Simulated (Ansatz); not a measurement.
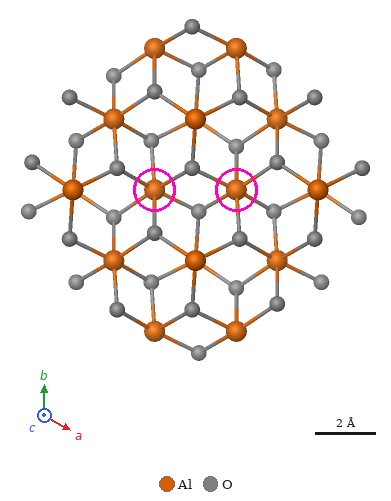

Perfect Al₂O₃. A ball-and-stick model of the atoms within 6.0 Å of one point, in a slice 4.2 Å thick across the line of sight, seen along the c axis.

These are results of Ansatz, DFT, PBEsol, PAW, plane waves, not measurements. Set-up: plane-wave cutoff 420 eV; k-point mesh 1 × 1 × 1; mesh shifted by (0.25, 0.25, 0.25); no spin polarisation. Fermi-Dirac smearing of 0.01 eV. The axes drawn are those of the host's conventional cell.

Two aluminium atoms are replaced by zinc, the two sites 2.8 Å apart at the ringed places, in charge state 0. The supercell has 120 sites, and the atoms are relaxed at the host's cell.

How do the neighbours respond?

One site: in the host the Al atom has 6 O at 1.86 to 1.97 Å; the Zn atom ends with 6 O at 1.93 to 2.14 Å. The other site: in the host the Al atom has 6 O at 1.86 to 1.97 Å; the Zn atom ends with 6 O at 1.93 to 2.14 Å. Of the host's atoms, an oxygen atom moves furthest from its site, by 0.14 Å. The Zn atom itself moves 0.10 Å from where it was put. The Zn atom itself moves 0.09 Å from where it was put.

The relaxed defect, seen from the same direction:

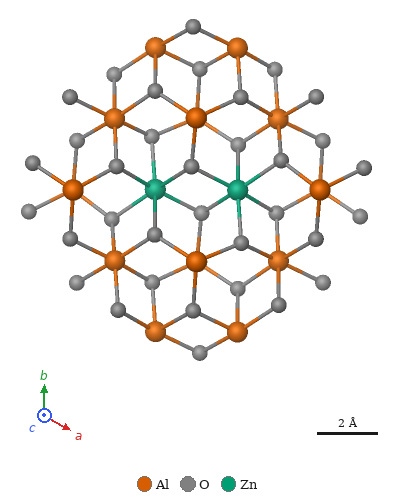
